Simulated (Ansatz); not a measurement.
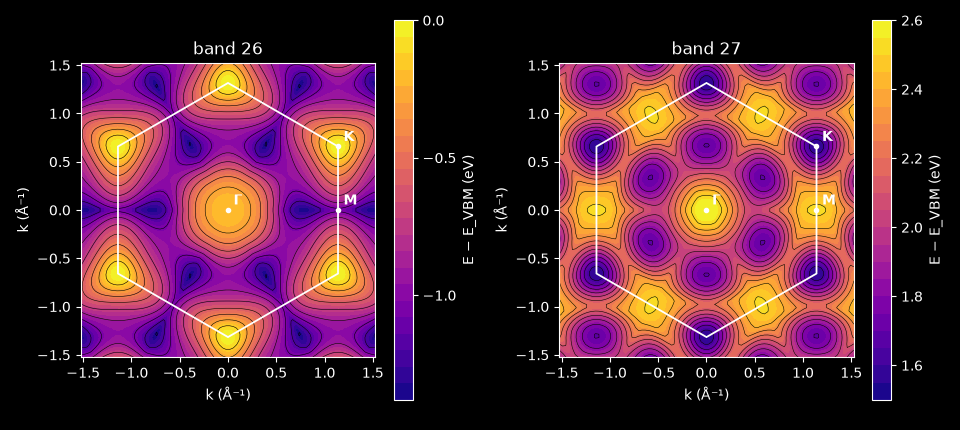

Two bands of a single layer of WS2 (space group of the slab cell P-6m2) over the plane of the sheet: the highest mostly filled and the lowest mostly empty one.

Theory: Ansatz 0.2.0, DFT PBE, spin-orbit coupling, plane waves, PAW; levels and slopes on a dense k mesh at the converged density. Non-magnetic. Mesh 60×60×1, interpolated with the band slopes. The geometry was not relaxed. The cell comes from a database of computed structures, not from a measurement.

Give both levels and their distance at the named points.

```json
{"point": "Γ", "lower band (eV)": "−0.19", "upper band (eV)": "2.60", "distance (eV)": "2.79"}
{"point": "K", "lower band (eV)": "0.00", "upper band (eV)": "1.54", "distance (eV)": "1.54"}
{"point": "M", "lower band (eV)": "−1.08", "upper band (eV)": "2.54", "distance (eV)": "3.62"}
```

Where are the band edges of the whole zone?

The valence band has two equivalent maxima at K, mass 0.33 mₑ in all directions; the conduction band has two equivalent minima at K, mass 0.34 mₑ in all directions. The gap is direct, 1.54 eV at this level of theory, which underestimates gaps and can reorder valleys that lie close.
